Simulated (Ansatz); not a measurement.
Here is a crystal structure:

```
Sc
1.0
     5.90462    0.00000    0.00000
     0.00000    5.90462    0.00000
     0.00000    0.00000    5.90462
Sc
8
Direct
  0.50000 0.50000 0.50000
  0.00000 0.00000 0.00000
  0.25000 0.00000 0.50000
  0.50000 0.25000 0.00000
  0.50000 0.75000 0.00000
  0.75000 0.00000 0.50000
  0.00000 0.50000 0.75000
  0.00000 0.50000 0.25000
```

Question: Interpret the file: composition, symmetry and coordination.

Answer: The element is scandium. Space group Pm-3n (No. 223), lattice primitive cubic. Among the common structure types it is β-tungsten (A15) type. The cell holds eight atoms.

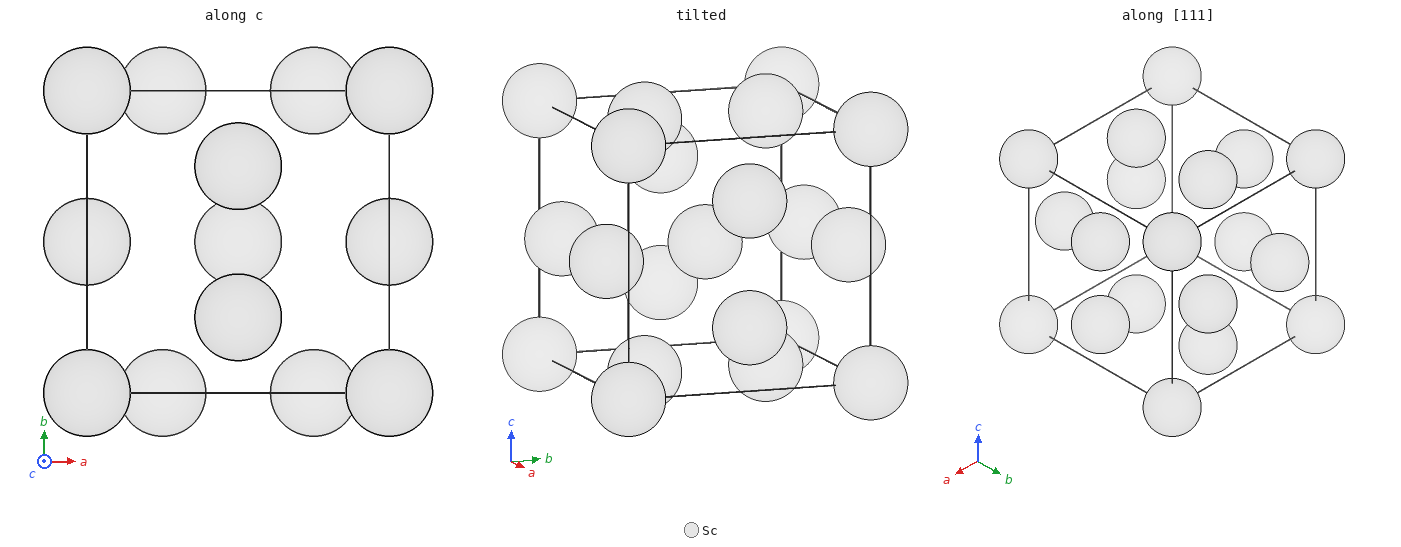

Spheres-only representation of a periodic structure, projected along the c axis, slightly off an axis and along [111]. Thin lines show the conventional unit cell, with boundary atoms drawn in all their periodic places. Colours: scandium white.

The model was built from a textbook structure type filled with this element (whether it is the usual form wasn't checked). A relaxation with DFT r2SCAN, scalar-relativistic, plane waves, PAW in Ansatz 0.2.0 gave the geometry drawn.
